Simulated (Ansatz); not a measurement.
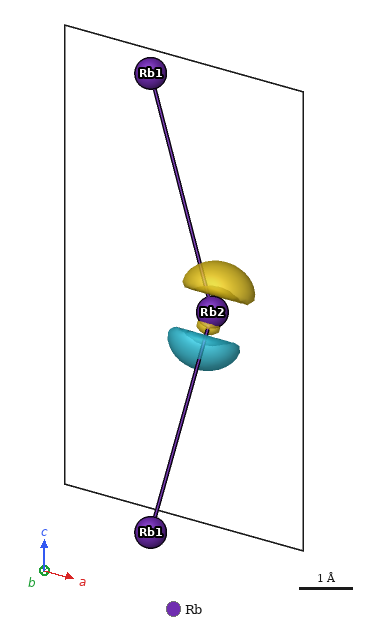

Rb: one atom of the 2-atom cell (and its periodic copies) was moved a little. Density after less density before, yellow at +0.3 and cyan at −0.3 e/Å³, seen along the b axis; cell a = 4.76 Å, b = 4.76 Å, c = 9.13 Å, α = 105.10°, β = 105.10°, γ = 90.00°. The lobes lie largely inside the PAW sphere, where the density is a smoothed one.

Space group I4_1/amd. This isn't the usual form at ambient conditions. The cell comes from a database of computed structures, not from a measurement.

All numbers below come from Ansatz 0.2.0, DFT PBE, scalar-relativistic, plane waves, PAW.

Q: Find the displaced atom and its direction.

A: Rb2 moved towards the yellow lobe, upwards in the picture. In the run the shift was 0.15 Å along [1 1 2] in the axes of the cell drawn.

Q: What restoring force does the calculation give for this move?

A: The force on it changes by 0.06 eV/Å along the move, against it: a stiffness of about 0.39 eV/Å² for this sublattice shift.
